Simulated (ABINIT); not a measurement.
## Dielectric calculation of KI (part 1 of 2)

System: KI (Fm-3m, 2 atoms in the cell).
Method: Kohn-Sham DFT of a periodic cell, BLYP, JTH PAW PBE v2.0, no spin polarisation (ABINIT 10.8.3).

The structure derives from an entry of the Crystallography Open Database. The geometry was changed: volume scaled by 1.04.

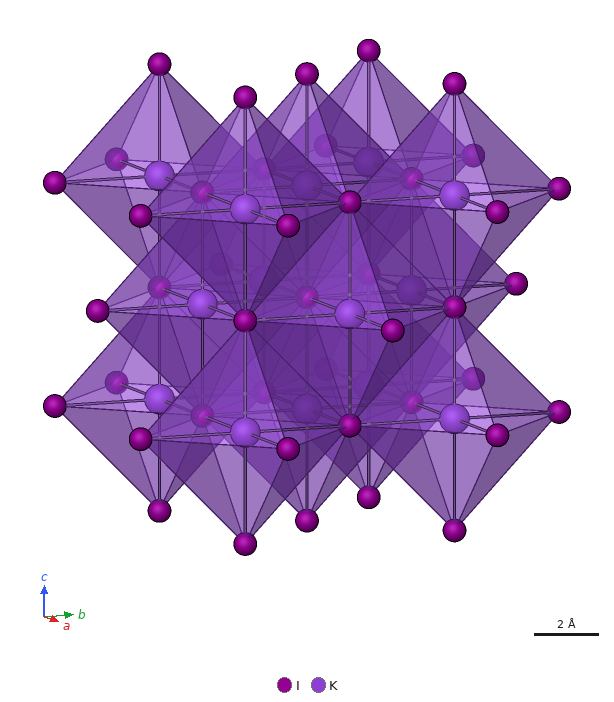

Fig. 1: The structure (polyhedral view of the cell 4 times as large as that of the calculation, set on its symmetry axes, seen slightly off an axis; polyhedra are completed across the faces of the cell).

### Input file
```
# Datasets
ndtset 3

# Pseudopotentials
pp_dirpath "./"
pseudos "I.GGA_PBE-JTH.xml, K.GGA_PBE-JTH.xml"

# Structure
acell 9.5654988325 9.5654988325 9.5654988325
rprim
     0.0000000000     0.7071067812     0.7071067812
     0.7071067812     0.0000000000     0.7071067812
     0.7071067812     0.7071067812     0.0000000000
ntypat 2
znucl 53 19
natom 2
typat 1 2
chkprim 0
chksymtnons 0
tolsym 1.0e-6
xred
            1/2            1/2            1/2
            0.0            0.0            0.0

# Plane-wave basis
ecut 10.8
pawecutdg 21.6
pawxcdev 0

# k points
ngkpt 6 6 6
nshiftk 1
shiftk 0.0 0.0 0.0

# Exchange and correlation
ixc -106131

# Bands and occupations
nband 8
occopt 1

# SCF cycle
nstep 80
diemac 6.0

# Output
prteig 0
prtebands 0
prtwf 0
prtden 0
prtpot 0

# Dataset 1: ground state
kptopt1 1
tolvrs1 1.0e-11
prtwf1 1
tolwfr1 1.0e-15

# Dataset 2: derivatives of the wave functions by k
iscf2 -3
rfelfd2 2
rfdir2 1 1 1
getwfk2 1
kptopt2 2
nqpt2 1
qpt2 0.0 0.0 0.0
tolwfr2 1.0e-18
prtwf2 1

# Dataset 3: response at q = 0 to electric field
rfelfd3 3
rfdir3 1 1 1
getwfk3 1
getddk3 2
kptopt3 2
nqpt3 1
qpt3 0.0 0.0 0.0
tolvrs3 1.0e-7
```

### File mrgddb.in
```
merged_DDB
KI
2
runo_DS1_DDB
runo_DS3_DDB
```

### File anaddb.abi
```
ddb_filepath "merged_DDB"
output_file "anaddb.abo"
outdata_prefix "ana"
asr 1
chneut 1
dipdip 1
dieflag 2
enunit 0
```

Launched with:
```bash
abinit run.abi > log 2>&1
mrgddb < mrgddb.in > mrgddb.log 2>&1
anaddb anaddb.abi > anaddb.log 2>&1
```

### What the program printed
```
.Version 10.8.3 of ABINIT
 DATASET    1 : space group Fm -3 m (#225); Bravais cF (face-center cubic)
================================================================================
 Values of the parameters that define the memory need for DATASET  1.
     intxc =       0    ionmov =       0      iscf =      17    lmnmax =      13
     lnmax =       5     mgfft =      30  mpssoang =       3    mqgrid =    3001
     natom =       2  nloc_mem =       2    nspden =       1   nspinor =       1
    nsppol =       1      nsym =      48    n1xccc =       1    ntypat =       2
    occopt =       1   xclevel =       2
       mpw =        1064          nfft =       27000          nkpt =          16
 PAW method is used; the additional fine FFT grid is defined by:
   mgfftf=        45    nfftf =     91125
================================================================================
================================================================================

 DATASET    2 : space group Fm -3 m (#225); Bravais cF (face-center cubic)
================================================================================
 Values of the parameters that define the memory need for DATASET  2 (RF).
     intxc =       0      iscf =      -3    lmnmax =      13     lnmax =       5
     mgfft =      30  mpssoang =       3    mqgrid =    3001     natom =       2
  nloc_mem =       2    nspden =       1   nspinor =       1    nsppol =       1
      nsym =      48    n1xccc =       1    ntypat =       2    occopt =       1
   xclevel =       2
      nfft =       27000          nkpt =         112
================================================================================
================================================================================

 DATASET    3 : space group Fm -3 m (#225); Bravais cF (face-center cubic)
================================================================================
 Values of the parameters that define the memory need for DATASET  3 (RF).
     intxc =       0      iscf =       7    lmnmax =      13     lnmax =       5
     mgfft =      30  mpssoang =       3    mqgrid =    3001     natom =       2
  nloc_mem =       2    nspden =       1   nspinor =       1    nsppol =       1
      nsym =      48    n1xccc =       1    ntypat =       2    occopt =       1
   xclevel =       2
      nfft =       27000          nkpt =         112
================================================================================
================================================================================

--------------------------------------------------------------------------------
------------- Echo of variables that govern the present computation ------------
--------------------------------------------------------------------------------
 -outvars: echo values of preprocessed input variables --------
            acell      9.5654988325E+00  9.5654988325E+00  9.5654988325E+00 Bohr
              amu      1.26904470E+02  3.90983000E+01
          chkprim           0
      chksymtnons           0
           diemac      6.00000000E+00
             ecut      1.08000000E+01 Hartree
           getddk1          0
           getddk2          0
           getddk3          2
           getwfk1          0
           getwfk2          1
           getwfk3          1
             iscf1         17
             iscf2         -3
             iscf3          7
                       outvar_i_n : Printing only first  50 k-points.
              ixc     -106131
           jdtset        1    2    3
                       outvar_i_n : Printing only first  50 k-points.
           kptopt1          1
           kptopt2          2
           kptopt3          2
         kptrlatt        6    0    0      0    6    0      0    0    6
          kptrlen      5.73929930E+01
            natom           2
            nband1          8
            nband2          8
            nband3          8
           ndtset           3
            ngfft          30      30      30
          ngfftdg          45      45      45
             nkpt1         16
             nkpt2        112
             nkpt3        112
             nqpt1          0
             nqpt2          1
             nqpt3          1
            nstep          80
             nsym          48
           ntypat           2
        optdriver1          0
        optdriver2          1
        optdriver3          1
        pawecutdg      2.16000000E+01 Hartree
         pawxcdev           0
           prtden           0
        prtebands           0
           prteig           0
            prtwf1          1
            prtwf2          1
            prtwf3          0
           rfelfd1          0
           rfelfd2          2
           rfelfd3          3
            rprim      0.0000000000E+00  7.0710678120E-01  7.0710678120E-01
                       7.0710678120E-01  0.0000000000E+00  7.0710678120E-01
                       7.0710678120E-01  7.0710678120E-01  0.0000000000E+00
          spgroup         225
           tolsym      1.00000000E-06
           tolvrs1     1.00000000E-11
           tolvrs2     0.00000000E+00
           tolvrs3     1.00000000E-07
           tolwfr1     1.00000000E-15
           tolwfr2     1.00000000E-18
           tolwfr3     0.00000000E+00
            typat      1  2
           useylm           1
                       outvars : Printing only first  50 k-points.
           xangst      3.5792642105E+00  3.5792642105E+00  3.5792642105E+00
                       0.0000000000E+00  0.0000000000E+00  0.0000000000E+00
            xcart      6.7638290900E+00  6.7638290900E+00  6.7638290900E+00
                       0.0000000000E+00  0.0000000000E+00  0.0000000000E+00
             xred      5.0000000000E-01  5.0000000000E-01  5.0000000000E-01
                       0.0000000000E+00  0.0000000000E+00  0.0000000000E+00
            znucl       53.00000   19.00000

================================================================================

 chkinp: Checking input parameters for consistency, jdtset=   1.

 chkinp: Checking input parameters for consistency, jdtset=   2.

 chkinp: Checking input parameters for consistency, jdtset=   3.

================================================================================
== DATASET  1 ==================================================================

--- !DatasetInfo
iteration_state: {dtset: 1, }
dimensions: {natom: 2, nkpt: 16, mband: 8, nsppol: 1, nspinor: 1, nspden: 1, mpw: 1064, }
cutoff_energies: {ecut:  10.8, pawecutdg:  21.6, }
electrons: {nelect:   1.60000000E+01, charge:   0.00000000E+00, occopt:   1.00000000E+00, tsmear:   1.00000000E-02, }
meta: {optdriver: 0, ionmov: 0, optcell: 0, iscf: 17, paral_kgb: 0, }
...

 Real(R)+Recip(G) space primitive vectors, cartesian coordinates (Bohr,Bohr^-1):
 R(1)=  0.0000000  6.7638291  6.7638291  G(1)= -0.0739226  0.0739226  0.0739226
 R(2)=  6.7638291  0.0000000  6.7638291  G(2)=  0.0739226 -0.0739226  0.0739226
 R(3)=  6.7638291  6.7638291  0.0000000  G(3)=  0.0739226  0.0739226 -0.0739226
 Unit cell volume ucvol=  6.1888203E+02 bohr^3
 Angles (23,13,12)=  6.00000000E+01  6.00000000E+01  6.00000000E+01 degrees

 Coarse grid specifications (used for wave-functions):

 getcut: wavevector=  0.0000  0.0000  0.0000  ngfft=  30  30  30
         ecut(hartree)=     10.800   => boxcut(ratio)=   2.12236

 Fine grid specifications (used for densities):

 getcut: wavevector=  0.0000  0.0000  0.0000  ngfft=  45  45  45
         ecut(hartree)=     21.600   => boxcut(ratio)=   2.19863

--- Pseudopotential description ------------------------------------------------
- pspini: atom type   1  psp file is ./I.GGA_PBE-JTH.xml
 Pseudopotential format is: paw10
 basis_size (lnmax)=  4 (lmn_size=  8), orbitals=   0   0   1   1
 Spheres core radius: rc_sph= 2.30022271
 Shapefunction is SIN type: shapef(r)=[sin(pi*r/rshp)/(pi*r/rshp)]**2
 Radius for shape functions =  2.10879093
 Compensation charge density is not taken into account in XC energy/potential

- pspini: atom type   2  psp file is ./K.GGA_PBE-JTH.xml
 Pseudopotential format is: paw10
 basis_size (lnmax)=  5 (lmn_size= 13), orbitals=   0   0   1   1   2
 Spheres core radius: rc_sph= 2.10865939
 Shapefunction is SIN type: shapef(r)=[sin(pi*r/rshp)/(pi*r/rshp)]**2
 Radius for shape functions =  2.00653367
 Compensation charge density is not taken into account in XC energy/potential

   1.53472171E+03                                ecore*ucvol(ha*bohr**3)
--------------------------------------------------------------------------------

================================================================================

--- !BeginCycle
iteration_state: {dtset: 1, }
solver: {iscf: 17, nstep: 80, nline: 4, wfoptalg: 10, }
tolerances: {tolwfr: 1.00E-15, tolvrs: 1.00E-11, }
...

     iter   Etot(hartree)      deltaE(h)  residm     nres2
 ETOT  1  -40.192283836177    -4.019E+01 7.101E-02 7.022E-01
 ETOT  2  -40.274339771869    -8.206E-02 6.443E-05 3.893E-01
 ETOT  3  -40.273194697495     1.145E-03 1.584E-06 1.132E-01
 ETOT  4  -40.272971239546     2.235E-04 1.084E-06 4.049E-03
 ETOT  5  -40.273002980548    -3.174E-05 1.058E-06 1.116E-04
 ETOT  6  -40.273004473484    -1.493E-06 1.307E-08 6.299E-05
 ETOT  7  -40.273004758041    -2.846E-07 5.871E-09 2.318E-06
 ETOT  8  -40.273004755734     2.307E-09 1.613E-10 5.391E-07
 ETOT  9  -40.273004755426     3.079E-10 3.487E-11 3.593E-09
 ETOT 10  -40.273004755688    -2.619E-10 1.744E-12 4.156E-09
 ETOT 11  -40.273004755678     9.514E-12 6.970E-13 6.398E-11
 ETOT 12  -40.273004755681    -2.785E-12 2.269E-14 4.155E-12
 ETOT 13  -40.273004755682    -7.745E-13 1.080E-15 4.648E-13
 ETOT 14  -40.273004755681     3.837E-13 9.982E-16 1.091E-14

 At SCF step   14  max residual=  9.98E-16 < tolwfr=  1.00E-15 AND nres2   =  1.09E-14 < tolvrs=  1.00E-11 =>converged.

 Cartesian components of stress tensor (hartree/bohr^3)
  sigma(1 1)= -2.60137749E-05  sigma(3 2)=  0.00000000E+00
  sigma(2 2)= -2.60137749E-05  sigma(3 1)=  0.00000000E+00
  sigma(3 3)= -2.60137749E-05  sigma(2 1)=  0.00000000E+00

--- !ResultsGS
iteration_state: {dtset: 1, }
comment   : Summary of ground state results
lattice_vectors:
- [  0.0000000,   6.7638291,   6.7638291, ]
- [  6.7638291,   0.0000000,   6.7638291, ]
- [  6.7638291,   6.7638291,   0.0000000, ]
lattice_lengths: [   9.56550,    9.56550,    9.56550, ]
lattice_angles: [ 60.000,  60.000,  60.000, ] # degrees, (23, 13, 12)
lattice_volume:   6.1888203E+02
convergence: {deltae:  3.837E-13, res2:  1.091E-14, residm:  9.982E-16, diffor: null, }
etotal    :  -4.02730048E+01
entropy   :   0.00000000E+00
fermie    :  -1.02936865E-01
cartesian_stress_tensor: # hartree/bohr^3
- [ -2.60137749E-05,   0.00000000E+00,   0.00000000E+00, ]
- [  0.00000000E+00,  -2.60137749E-05,   0.00000000E+00, ]
- [  0.00000000E+00,   0.00000000E+00,  -2.60137749E-05, ]
pressure_GPa:   7.6535E-01
xred      :
- [  5.0000E-01,   5.0000E-01,   5.0000E-01,  I]
- [  0.0000E+00,   0.0000E+00,   0.0000E+00,  K]
cartesian_forces: # hartree/bohr
- [ -0.00000000E+00,  -0.00000000E+00,  -0.00000000E+00, ]
- [ -0.00000000E+00,  -0.00000000E+00,  -0.00000000E+00, ]
force_length_stats: {min:   0.00000000E+00, max:   0.00000000E+00, mean:   0.00000000E+00, }
...

 Integrated electronic density in atomic spheres:
 ------------------------------------------------
 Atom  Sphere_radius  Integrated_density
    1        2.30022          4.03543030
    2        2.10866          7.14652468

================================================================================

 ----iterations are completed or convergence reached----

 Mean square residual over all n,k,spin=   48.474E-17; max=  99.825E-17
 reduced coordinates (array xred) for    2 atoms
       0.500000000000      0.500000000000      0.500000000000
       0.000000000000      0.000000000000      0.000000000000
 rms dE/dt=  0.0000E+00; max dE/dt=  0.0000E+00; dE/dt below (all hartree)
    1       0.000000000000      0.000000000000      0.000000000000
    2       0.000000000000      0.000000000000      0.000000000000

 cartesian coordinates (angstrom) at end:
    1      3.57926421045390     3.57926421045390     3.57926421045390
    2      0.00000000000000     0.00000000000000     0.00000000000000

 cartesian forces (hartree/bohr) at end:
    1     -0.00000000000000    -0.00000000000000    -0.00000000000000
    2     -0.00000000000000    -0.00000000000000    -0.00000000000000
 frms,max,avg= 0.0000000E+00 0.0000000E+00   0.000E+00  0.000E+00  0.000E+00 h/b

 cartesian forces (eV/Angstrom) at end:
    1     -0.00000000000000    -0.00000000000000    -0.00000000000000
    2     -0.00000000000000    -0.00000000000000    -0.00000000000000
 frms,max,avg= 0.0000000E+00 0.0000000E+00   0.000E+00  0.000E+00  0.000E+00 e/A
 length scales=  9.565498832500  9.565498832500  9.565498832500 bohr
              =  5.061843989644  5.061843989644  5.061843989644 angstroms
 Fermi (or HOMO) energy (hartree) =  -0.10294   Average Vxc (hartree)=  -0.24618
 Eigenvalues (hartree) for nkpt=  16  k points:
 kpt#   1, nband=  8, wtk=  0.00463, kpt=  0.0000  0.0000  0.0000 (reduced coord)
  -1.15498   -0.54932   -0.54932   -0.54932   -0.48855   -0.10294   -0.10294   -0.10294
 prteigrs : prtvol=0 or 1, do not print more k-points.

--- !EnergyTerms
iteration_state     : {dtset: 1, }
comment             : Components of total free energy in Hartree
kinetic             :  1.17888144099585E+01
hartree             :  9.99196478402907E+00
xc                  : -8.15865968178543E+00
Ewald energy        : -2.71051501806667E+01
psp_core            :  2.47982917397346E+00
local_psp           : -3.20117906220106E+01
PAW spherical_terms :  2.74198741460330E+00
total_energy        : -4.02730047018985E+01
total_energy_eV     : -1.09588428622957E+03
...

--- !EnergyTermsDC
iteration_state     : {dtset: 1, }
comment             : '"Double-counting" decomposition of free energy'
band_energy         : -7.31143898696112E+00
Ewald energy        : -2.71051501806667E+01
psp_core            :  2.47982917397346E+00
xc_dc               : -9.29318326156290E+00
PAW spherical_terms :  9.56938499535862E-01
total_energy_dc     : -4.02730047556814E+01
total_energy_dc_eV  : -1.09588428769308E+03
...

--- !EnergyTermsWithPAWCore
iteration_state     : {dtset: 1, }
comment             : 'Components of total free energy, including PAW core contributions'
Total energy        : -7.71955065323867E+03
Total energy DC     : -7.71955065329245E+03
Total energy (eV)   : -2.10059674470692E+05
Total energy DC (eV): -2.10059674472156E+05
...

 Cartesian components of stress tensor (hartree/bohr^3)
  sigma(1 1)= -2.60137749E-05  sigma(3 2)=  0.00000000E+00
  sigma(2 2)= -2.60137749E-05  sigma(3 1)=  0.00000000E+00
  sigma(3 3)= -2.60137749E-05  sigma(2 1)=  0.00000000E+00

-Cartesian components of stress tensor (GPa)         [Pressure=  7.6535E-01 GPa]
- sigma(1 1)= -7.65351681E-01  sigma(3 2)=  0.00000000E+00
- sigma(2 2)= -7.65351681E-01  sigma(3 1)=  0.00000000E+00
- sigma(3 3)= -7.65351681E-01  sigma(2 1)=  0.00000000E+00

================================================================================
== DATASET  2 ==================================================================
```
